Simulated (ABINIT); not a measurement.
## Geometry relaxation, with input and output: C (part 2 of 3)

C (P6₃/mmc, 4 atoms in the cell); Kohn-Sham DFT of a periodic cell, LDA, PseudoDojo NC SR LDA v0.4.1 standard, no spin polarisation (ABINIT 10.8.3); cutoff 1115.67 eV, 9×9×5 k-mesh, fermi-dirac of 0.05 eV. The structure derives from an entry of the Crystallography Open Database.

Geometry of the input (Å; fractional positions):
```
2.5221  0.0000  0.0000
-1.2611  2.1842  0.0000
0.0000  0.0000  4.1186
C  0.6667  0.3333  0.9375
C  0.3333  0.6667  0.4375
C  0.6667  0.3333  0.5625
C  0.3333  0.6667  0.0625
```

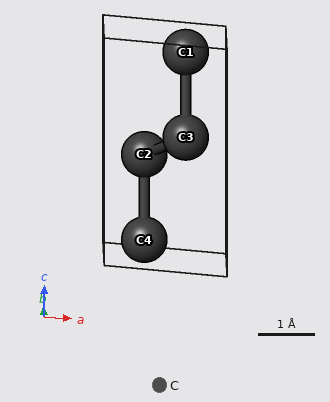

Fig. 1: The starting structure (ball-and-stick view of the cell of the calculation, seen at an oblique angle; atoms are numbered from 1 in the order of the input).

Output, continued
```
 Cartesian coordinates (xcart) [bohr]
  2.33975791346191E+00  1.35085986120746E+00  7.35084331009885E+00
 -3.27279810570204E-11  2.70171972241491E+00  3.42996795899773E+00
  2.33975791346191E+00  1.35085986120746E+00  4.41178274320452E+00
 -3.27279810570204E-11  2.70171972241491E+00  4.90907392103396E-01
 Reduced coordinates (xred)
  6.66666666666667E-01  3.33333333333333E-01  9.37398240425377E-01
  3.33333333333333E-01  6.66666666666667E-01  4.37398240425377E-01
  6.66666666666667E-01  3.33333333333333E-01  5.62601759574623E-01
  3.33333333333333E-01  6.66666666666667E-01  6.26017595746229E-02
 Cartesian forces (fcart) [Ha/bohr]; max,rms= 1.90477E-03 1.09972E-03 (free atoms)
 -4.31558304757187E-28 -4.48488546158495E-28 -1.90477293691792E-03
  4.89099412058145E-28 -4.98320606777716E-29 -1.90477293691792E-03
  2.87705536504791E-29  2.15938929629700E-28  1.90477293691792E-03
 -8.63116609514374E-29  2.82381677206567E-28  1.90477293691792E-03
 Gradient of E wrt nuclear positions in reduced coordinates (gred)
  2.01948391736579E-27  8.07793566946316E-28  1.49367545156119E-02
 -2.28874843968123E-27  1.34632261157719E-27  1.49367545156119E-02
 -1.34632261157719E-28 -8.07793566946316E-28 -1.49367545156119E-02
  4.03896783473158E-28 -1.34632261157719E-27 -1.49367545156119E-02
 Scale of Primitive Cell (acell) [bohr]
  4.67951582695654E+00  4.67951582703881E+00  7.84175070220225E+00
 Real space primitive translations (rprimd) [bohr]
  4.67951582695654E+00  0.00000000000000E+00  0.00000000000000E+00
 -2.33975791352736E+00  4.05257958362237E+00  0.00000000000000E+00
  0.00000000000000E+00  0.00000000000000E+00  7.84175070220225E+00
 Unitary Cell Volume (ucvol) [Bohr^3]=  1.48711825273913E+02
 Angles (23,13,12)= [degrees]
  9.00000000000000E+01  9.00000000000000E+01  1.20000000000112E+02
 Lengths [Bohr]
  4.67951582695654E+00  4.67951582703881E+00  7.84175070220225E+00
 Stress tensor in cartesian coordinates (strten) [Ha/bohr^3]
 -2.16370861882517E-04  1.49911974423709E-13  0.00000000000000E+00
  1.49911974423709E-13 -2.16370862289633E-04  0.00000000000000E+00
  0.00000000000000E+00  0.00000000000000E+00  7.55573865918995E-05
 Total energy (etotal) [Ha]= -2.41249774092881E+01

 Difference of energy with previous step (new-old):
           Absolute (Ha)=-1.24331E-03
           Relative     =-5.15374E-05

--- Iteration: ( 3/50) Internal Cycle: (1/1)
--------------------------------------------------------------------------------

---SELF-CONSISTENT-FIELD CONVERGENCE--------------------------------------------

--- !BeginCycle
iteration_state: {dtset: 1, itime: 3, icycle: 1, }
solver: {iscf: 7, nstep: 80, nline: 4, wfoptalg: 0, }
tolerances: {tolvrs: 1.00E-12, }
...

     iter   Etot(hartree)      deltaE(h)  residm     vres2
 ETOT  1  -24.125085723126    -2.413E+01 7.603E-05 4.224E-01
 ETOT  2  -24.125138646120    -5.292E-05 4.181E-05 1.898E-03
 ETOT  3  -24.125138869601    -2.235E-07 8.747E-06 7.051E-05
 ETOT  4  -24.125138874719    -5.118E-09 1.788E-05 1.844E-07
 ETOT  5  -24.125138874729    -9.614E-12 6.672E-06 8.177E-10
 ETOT  6  -24.125138874729    -1.492E-13 1.376E-05 8.332E-12
 ETOT  7  -24.125138874729     2.238E-13 5.104E-06 3.390E-14

 At SCF step    7       vres2   =  3.39E-14 < tolvrs=  1.00E-12 =>converged.

 Cartesian components of stress tensor (hartree/bohr^3)
  sigma(1 1)=  8.60306344E-06  sigma(3 2)=  0.00000000E+00
  sigma(2 2)=  8.60306304E-06  sigma(3 1)=  0.00000000E+00
  sigma(3 3)=  5.79514318E-06  sigma(2 1)=  1.50268609E-13

--- !ResultsGS
iteration_state: {dtset: 1, itime: 3, icycle: 1, }
comment   : Summary of ground state results
lattice_vectors:
- [  4.7016630,   0.0000000,   0.0000000, ]
- [ -2.3508315,   4.0717596,   0.0000000, ]
- [  0.0000000,   0.0000000,   7.8291497, ]
lattice_lengths: [   4.70166,    4.70166,    7.82915, ]
lattice_angles: [ 90.000,  90.000, 120.000, ] # degrees, (23, 13, 12)
lattice_volume:   1.4988157E+02
convergence: {deltae:  2.238E-13, res2:  3.390E-14, residm:  5.104E-06, diffor: null, }
etotal    :  -2.41251389E+01
entropy   :   0.00000000E+00
fermie    :   4.37960702E-01
cartesian_stress_tensor: # hartree/bohr^3
- [  8.60306344E-06,   1.50268609E-13,   0.00000000E+00, ]
- [  1.50268609E-13,   8.60306304E-06,   0.00000000E+00, ]
- [  0.00000000E+00,   0.00000000E+00,   5.79514318E-06, ]
pressure_GPa:  -2.2557E-01
xred      :
- [  6.6667E-01,   3.3333E-01,   9.3721E-01,  C]
- [  3.3333E-01,   6.6667E-01,   4.3721E-01,  C]
- [  6.6667E-01,   3.3333E-01,   5.6279E-01,  C]
- [  3.3333E-01,   6.6667E-01,   6.2786E-02,  C]
cartesian_forces: # hartree/bohr
- [ -5.72700595E-29,  -9.91946528E-29,  -3.31327320E-04, ]
- [ -1.71810179E-28,  -1.65324421E-28,  -3.31327320E-04, ]
- [ -5.72700595E-29,  -9.91946528E-29,   3.31327320E-04, ]
- [  2.86350298E-28,   3.63713727E-28,   3.31327320E-04, ]
force_length_stats: {min:   3.31327320E-04, max:   3.31327320E-04, mean:   3.31327320E-04, }
...

 Integrated electronic density in atomic spheres:
 ------------------------------------------------
 Atom  Sphere_radius  Integrated_density
    1        2.00000          4.73832009
    2        2.00000          4.73832009
    3        2.00000          4.73832009
    4        2.00000          4.73832009

---OUTPUT-----------------------------------------------------------------------

 Cartesian coordinates (xcart) [bohr]
  2.35083152229916E+00  1.35725321225070E+00  7.33758895243231E+00
 -3.28829686010639E-11  2.71450642450140E+00  3.42301410069989E+00
  2.35083152229916E+00  1.35725321225070E+00  4.40613560276494E+00
 -3.28829686010639E-11  2.71450642450140E+00  4.91560751032522E-01
 Reduced coordinates (xred)
  6.66666666666667E-01  3.33333333333333E-01  9.37214030941958E-01
  3.33333333333333E-01  6.66666666666667E-01  4.37214030941958E-01
  6.66666666666667E-01  3.33333333333333E-01  5.62785969058042E-01
  3.33333333333333E-01  6.66666666666667E-01  6.27859690580420E-02
 Cartesian forces (fcart) [Ha/bohr]; max,rms= 3.31327E-04 1.91292E-04 (free atoms)
 -5.72700595000974E-29 -9.91946528057235E-29 -3.31327319774478E-04
 -1.71810178500292E-28 -1.65324421343798E-28 -3.31327319774478E-04
 -5.72700595000974E-29 -9.91946528057235E-29  3.31327319774478E-04
  2.86350297500487E-28  3.63713726955245E-28  3.31327319774478E-04
 Gradient of E wrt nuclear positions in reduced coordinates (gred)
  2.69264522315439E-28  2.69264522315439E-28  2.59401118736215E-03
  8.07793566946316E-28  2.69264522315439E-28  2.59401118736215E-03
  2.69264522315439E-28  2.69264522315439E-28 -2.59401118736215E-03
 -1.34632261157719E-27 -8.07793566946316E-28 -2.59401118736215E-03
 Scale of Primitive Cell (acell) [bohr]
  4.70166304463121E+00  4.70166304471388E+00  7.82914970346483E+00
 Real space primitive translations (rprimd) [bohr]
  4.70166304463121E+00  0.00000000000000E+00  0.00000000000000E+00
 -2.35083152236493E+00  4.07175963675209E+00  0.00000000000000E+00
  0.00000000000000E+00  0.00000000000000E+00  7.82914970346483E+00
 Unitary Cell Volume (ucvol) [Bohr^3]=  1.49881569265660E+02
 Angles (23,13,12)= [degrees]
  9.00000000000000E+01  9.00000000000000E+01  1.20000000000112E+02
 Lengths [Bohr]
  4.70166304463121E+00  4.70166304471388E+00  7.82914970346483E+00
 Stress tensor in cartesian coordinates (strten) [Ha/bohr^3]
  8.60306344349464E-06  1.50268609327262E-13  0.00000000000000E+00
  1.50268609327262E-13  8.60306303542002E-06  0.00000000000000E+00
  0.00000000000000E+00  0.00000000000000E+00  5.79514318482452E-06
 Total energy (etotal) [Ha]= -2.41251388747287E+01

 Difference of energy with previous step (new-old):
           Absolute (Ha)=-1.61465E-04
           Relative     =-6.69285E-06

--- Iteration: ( 4/50) Internal Cycle: (1/1)
--------------------------------------------------------------------------------

---SELF-CONSISTENT-FIELD CONVERGENCE--------------------------------------------

--- !BeginCycle
iteration_state: {dtset: 1, itime: 4, icycle: 1, }
solver: {iscf: 7, nstep: 80, nline: 4, wfoptalg: 0, }
tolerances: {tolvrs: 1.00E-12, }
...

     iter   Etot(hartree)      deltaE(h)  residm     vres2
 ETOT  1  -24.125139267083    -2.413E+01 6.110E-06 1.337E-03
 ETOT  2  -24.125139443674    -1.766E-07 3.094E-06 6.759E-06
 ETOT  3  -24.125139444281    -6.067E-10 5.892E-06 2.594E-07
 ETOT  4  -24.125139444299    -1.834E-11 2.407E-06 6.651E-10
 ETOT  5  -24.125139444299     1.386E-13 4.580E-06 2.216E-12
 ETOT  6  -24.125139444299    -8.882E-14 1.874E-06 1.237E-14

 At SCF step    6       vres2   =  1.24E-14 < tolvrs=  1.00E-12 =>converged.

 Cartesian components of stress tensor (hartree/bohr^3)
  sigma(1 1)= -8.28728040E-08  sigma(3 2)=  0.00000000E+00
  sigma(2 2)= -8.28732122E-08  sigma(3 1)=  0.00000000E+00
  sigma(3 3)= -3.16041764E-06  sigma(2 1)=  1.50329200E-13

--- !ResultsGS
iteration_state: {dtset: 1, itime: 4, icycle: 1, }
comment   : Summary of ground state results
lattice_vectors:
- [  4.7007540,   0.0000000,   0.0000000, ]
- [ -2.3503770,   4.0709724,   0.0000000, ]
- [  0.0000000,   0.0000000,   7.8277132, ]
lattice_lengths: [   4.70075,    4.70075,    7.82771, ]
lattice_angles: [ 90.000,  90.000, 120.000, ] # degrees, (23, 13, 12)
lattice_volume:   1.4979613E+02
convergence: {deltae: -8.882E-14, res2:  1.237E-14, residm:  1.874E-06, diffor: null, }
etotal    :  -2.41251394E+01
entropy   :   0.00000000E+00
fermie    :   4.38310093E-01
cartesian_stress_tensor: # hartree/bohr^3
- [ -8.28728040E-08,   1.50329200E-13,   0.00000000E+00, ]
- [  1.50329200E-13,  -8.28732122E-08,   0.00000000E+00, ]
- [  0.00000000E+00,   0.00000000E+00,  -3.16041764E-06, ]
pressure_GPa:   3.2620E-02
xred      :
- [  6.6667E-01,   3.3333E-01,   9.3717E-01,  C]
- [  3.3333E-01,   6.6667E-01,   4.3717E-01,  C]
- [  6.6667E-01,   3.3333E-01,   5.6283E-01,  C]
- [  3.3333E-01,   6.6667E-01,   6.2830E-02,  C]
cartesian_forces: # hartree/bohr
- [  0.00000000E+00,   2.64570228E-28,  -8.09820859E-05, ]
- [ -1.14562269E-28,  -4.62997899E-28,  -8.09820859E-05, ]
- [  1.14562269E-28,   4.62997899E-28,   8.09820859E-05, ]
- [  0.00000000E+00,  -2.64570228E-28,   8.09820859E-05, ]
force_length_stats: {min:   8.09820859E-05, max:   8.09820859E-05, mean:   8.09820859E-05, }
...

 Integrated electronic density in atomic spheres:
 ------------------------------------------------
 Atom  Sphere_radius  Integrated_density
    1        2.00000          4.74803965
    2        2.00000          4.74803965
    3        2.00000          4.74803965
    4        2.00000          4.74803965

---OUTPUT-----------------------------------------------------------------------

 Cartesian coordinates (xcart) [bohr]
  2.35037699550021E+00  1.35699079108096E+00  7.33589595812445E+00
 -3.28766033055685E-11  2.71398158216193E+00  3.42203933915867E+00
  2.35037699550021E+00  1.35699079108096E+00  4.40567389877288E+00
 -3.28766033055685E-11  2.71398158216193E+00  4.91817279807107E-01
 Reduced coordinates (xred)
  6.66666666666667E-01  3.33333333333333E-01  9.37169737207048E-01
  3.33333333333333E-01  6.66666666666667E-01  4.37169737207048E-01
  6.66666666666667E-01  3.33333333333333E-01  5.62830262792952E-01
  3.33333333333333E-01  6.66666666666667E-01  6.28302627929518E-02
 Cartesian forces (fcart) [Ha/bohr]; max,rms= 8.09821E-05 4.67550E-05 (free atoms)
  0.00000000000000E+00  2.64570228071526E-28 -8.09820859307872E-05
 -1.14562269299377E-28 -4.62997899126559E-28 -8.09820859307872E-05
  1.14562269299377E-28  4.62997899126559E-28  8.09820859307872E-05
  0.00000000000000E+00 -2.64570228071526E-28  8.09820859307872E-05
 Gradient of E wrt nuclear positions in reduced coordinates (gred)
 -0.00000000000000E+00 -1.07705808926175E-27  6.33904546075733E-04
  5.38529044630877E-28  1.61558713389263E-27  6.33904546075733E-04
 -5.38529044630877E-28 -1.61558713389263E-27 -6.33904546075733E-04
 -0.00000000000000E+00  1.07705808926175E-27 -6.33904546075733E-04
 Scale of Primitive Cell (acell) [bohr]
  4.70075399103330E+00  4.70075399111595E+00  7.82771323793155E+00
 Real space primitive translations (rprimd) [bohr]
  4.70075399103330E+00  0.00000000000000E+00  0.00000000000000E+00
 -2.35037699556597E+00  4.07097237324289E+00  0.00000000000000E+00
  0.00000000000000E+00  0.00000000000000E+00  7.82771323793155E+00
 Unitary Cell Volume (ucvol) [Bohr^3]=  1.49796127368383E+02
 Angles (23,13,12)= [degrees]
  9.00000000000000E+01  9.00000000000000E+01  1.20000000000112E+02
 Lengths [Bohr]
  4.70075399103330E+00  4.70075399111595E+00  7.82771323793155E+00
 Stress tensor in cartesian coordinates (strten) [Ha/bohr^3]
 -8.28728039733995E-08  1.50329200214473E-13  0.00000000000000E+00
  1.50329200214473E-13 -8.28732122336306E-08  0.00000000000000E+00
  0.00000000000000E+00  0.00000000000000E+00 -3.16041763784823E-06
 Total energy (etotal) [Ha]= -2.41251394442988E+01

 Difference of energy with previous step (new-old):
           Absolute (Ha)=-5.69570E-07
           Relative     =-2.36090E-08

--- Iteration: ( 5/50) Internal Cycle: (1/1)
--------------------------------------------------------------------------------

---SELF-CONSISTENT-FIELD CONVERGENCE--------------------------------------------

--- !BeginCycle
iteration_state: {dtset: 1, itime: 5, icycle: 1, }
solver: {iscf: 7, nstep: 80, nline: 4, wfoptalg: 0, }
tolerances: {tolvrs: 1.00E-12, }
...

     iter   Etot(hartree)      deltaE(h)  residm     vres2
 ETOT  1  -24.125139474316    -2.413E+01 1.484E-06 2.772E-05
 ETOT  2  -24.125139477283    -2.967E-09 1.159E-06 3.127E-07
 ETOT  3  -24.125139477305    -2.152E-11 2.295E-06 6.523E-09
 ETOT  4  -24.125139477305    -3.020E-13 9.008E-07 1.706E-11
 ETOT  5  -24.125139477305     7.105E-14 1.777E-06 3.821E-14

 At SCF step    5       vres2   =  3.82E-14 < tolvrs=  1.00E-12 =>converged.

 Cartesian components of stress tensor (hartree/bohr^3)
  sigma(1 1)= -3.16356091E-07  sigma(3 2)=  0.00000000E+00
  sigma(2 2)= -3.16356499E-07  sigma(3 1)=  0.00000000E+00
  sigma(3 3)=  5.87169210E-07  sigma(2 1)=  1.50306554E-13

--- !ResultsGS
iteration_state: {dtset: 1, itime: 5, icycle: 1, }
comment   : Summary of ground state results
lattice_vectors:
- [  4.7007124,   0.0000000,   0.0000000, ]
- [ -2.3503562,   4.0709363,   0.0000000, ]
- [  0.0000000,   0.0000000,   7.8283532, ]
lattice_lengths: [   4.70071,    4.70071,    7.82835, ]
lattice_angles: [ 90.000,  90.000, 120.000, ] # degrees, (23, 13, 12)
lattice_volume:   1.4980572E+02
convergence: {deltae:  7.105E-14, res2:  3.821E-14, residm:  1.777E-06, diffor: null, }
etotal    :  -2.41251395E+01
entropy   :   0.00000000E+00
fermie    :   4.38294595E-01
cartesian_stress_tensor: # hartree/bohr^3
- [ -3.16356091E-07,   1.50306554E-13,   0.00000000E+00, ]
- [  1.50306554E-13,  -3.16356499E-07,   0.00000000E+00, ]
- [  0.00000000E+00,   0.00000000E+00,   5.87169210E-07, ]
pressure_GPa:   4.4664E-04
xred      :
- [  6.6667E-01,   3.3333E-01,   9.3716E-01,  C]
- [  3.3333E-01,   6.6667E-01,   4.3716E-01,  C]
- [  6.6667E-01,   3.3333E-01,   5.6284E-01,  C]
- [  3.3333E-01,   6.6667E-01,   6.2844E-02,  C]
cartesian_forces: # hartree/bohr
- [  6.58738880E-28,   1.15750500E-28,  -1.28363841E-06, ]
- [ -4.86893955E-28,  -2.81108356E-28,  -1.28363841E-06, ]
- [  8.59224626E-29,   3.14179927E-28,   1.28363841E-06, ]
- [ -2.57767388E-28,  -1.48822071E-28,   1.28363841E-06, ]
force_length_stats: {min:   1.28363841E-06, max:   1.28363841E-06, mean:   1.28363841E-06, }
...

 Integrated electronic density in atomic spheres:
 ------------------------------------------------
 Atom  Sphere_radius  Integrated_density
    1        2.00000          4.74046527
    2        2.00000          4.74046527
    3        2.00000          4.74046527
    4        2.00000          4.74046527

---OUTPUT-----------------------------------------------------------------------
```
